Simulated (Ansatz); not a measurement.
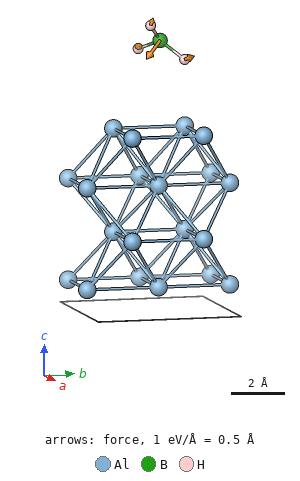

Starting geometry of a slab of composition Al$_{16}$BH$_{3}$ (cut from the Fm-3m phase) with the computed forces as orange arrows. Style: ball-and-stick. Shown: the cell of the calculation, outlined in the plane, without the vacuum (origin shifted), slightly off an axis.

Case: 1 BH3 a cell, tilted, over a top Al site. The slab is the (1 0 0) face of Al with BH3 on it. 8 atoms are held fixed.

Method: DFT PBE+D3(BJ), scalar-relativistic, plane waves, PAW in Ansatz.

Input file:
```yaml
crystal:
  lattice:
    - [5.6324246428, 0.0, 0.0]
    - [0.0, 5.6324246428, 0.0]
    - [0.0, 0.0, 25.3774884892]
  atoms:
    - { symbol: Al, position: [0.25, 0.25, 0.3152400208] }
    - { symbol: Al, position: [0.25, 0.75, 0.3152400208] }
    - { symbol: Al, position: [0.75, 0.25, 0.3152400208] }
    - { symbol: Al, position: [0.75, 0.75, 0.3152400208] }
    - { symbol: Al, position: [0.5, 0.5, 0.3937096783] }
    - { symbol: Al, position: [0.5, 0.0, 0.3937096783] }
    - { symbol: Al, position: [0.0, 0.5, 0.3937096783] }
    - { symbol: Al, position: [0.0, 0.0, 0.3937096783] }
    - { symbol: Al, position: [0.75, 0.75, 0.4695769079] }
    - { symbol: Al, position: [0.75, 0.25, 0.4695769079] }
    - { symbol: Al, position: [0.25, 0.75, 0.4695769079] }
    - { symbol: Al, position: [0.25, 0.25, 0.4695769079] }
    - { symbol: Al, position: [0.0, 0.0, 0.5507116858] }
    - { symbol: Al, position: [0.0, 0.5, 0.5507116858] }
    - { symbol: Al, position: [0.5, 0.0, 0.5507116858] }
    - { symbol: Al, position: [0.5, 0.5, 0.5507116858] }
    - { symbol: B, position: [-0.0788770281, -0.1510436823, 0.6789198022] }
    - { symbol: H, position: [0.0575587772, -0.253925744, 0.7064954231] }
    - { symbol: H, position: [-0.2430108514, -0.2612855684, 0.6623972847] }
    - { symbol: H, position: [0.0, 0.0, 0.6511944424] }
basis:
  ecutwfc: 420
kpoints:
  mp_grid: { grid: [4, 4, 1] }
hamiltonian:
  xc: pbe
  dispersion: d3bj
scf:
  occupations: { method: gaussian, width: 0.1 }
output:
  forces: true
  eigenvalues: true
relax:
  adjacent_minimum: "off"
  f_tol: 0.04
  max_steps: 100
  constraints: [{ sites: [0, 1, 2, 3, 4, 5, 6, 7] }]
efield:
  axis: 3
  dipole_correction: true
  ramp_width: 0.04
```

Launched with:
```bash
ansatz run input.yaml --threads 2 --pin off --max-ram 6144MiB --backend cpu --events-out ev --progress --plain --runs-dir out
```

**What follows when this structure is relaxed?**

It isn't relaxed: the largest force vector, on B17, is 2.08 eV/Å. The final displacements have little in common with the starting forces (cosine between the two patterns 0.10). The atom that moves furthest is H18 (1.99 Å at 24° to the normal (−c side)). By element the largest moves are H 1.99 Å, B 1.59 Å, Al 0.67 Å. The lattice vectors keep their values. Near-neighbour distances that change, for instance: Al14–H18 4.202 → 2.081 Å, Al13–Al16 3.983 → 2.959 Å, Al14–Al15 3.983 → 3.072 Å, Al9–Al13 2.864 → 3.539 Å. Bond angles that change, for instance: Al13–Al15–Al13 180.0° → 151.7°, Al13–Al15–Al16 90.0° → 62.3°, Al16–Al15–Al16 180.0° → 153.0°. Over 21 accepted moves (24 points after the start) the energy falls by 1.498 eV per cell of the calculation. Largest force component: 1.3 eV/Å at the start, 0.021 eV/Å at the end. The line search rejected the trial steps at points 14, 20, 22 of the run. The run took 8 min on 2 threads of Arm Neoverse V1 (shared host), peak memory 1.1 GiB.

Limits of the set-up: the periodic images lie only 5.6 Å apart, so the values are limited by the cell's size.
